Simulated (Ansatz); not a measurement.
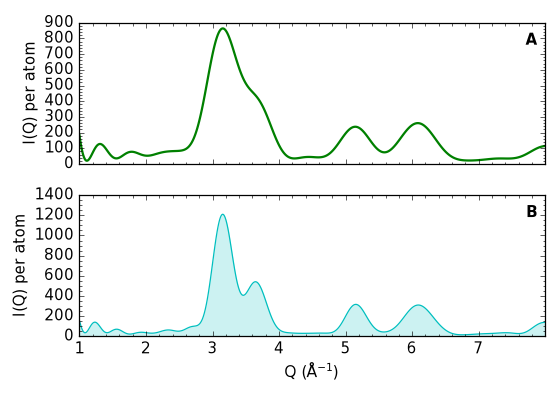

X-ray scattering of spheres cut from the crystal structure of Fe (I4/mmm, a = 2.395 Å, b = 2.395 Å, c = 3.542 Å, α = 90.00°, β = 90.00°, γ = 90.00°), calculated atom by atom with the Debye equation (B = 0.5 Å², no relaxation of the surface). Structure used: coordinates from a relaxation with DFT, PBEsol, plane waves (420 eV) with PAW, scalar-relativistic in Ansatz; the starting structure was generated, so it need not be a known form of this composition.

The spheres are 14 and 20 Å across. Which curve is which?

curve A: 14 Å (139 atoms); curve B: 20 Å (413 atoms). Peak widths go roughly as 2π/D, so the largest sphere has the sharpest peaks.

Index the main peaks of the largest sphere.

Q ≈ 3.15 Å⁻¹: 101; Q ≈ 3.65 Å⁻¹: 002 + 110; Q ≈ 5.15 Å⁻¹: 112 + 200; Q ≈ 6.09 Å⁻¹: 103 + 211.
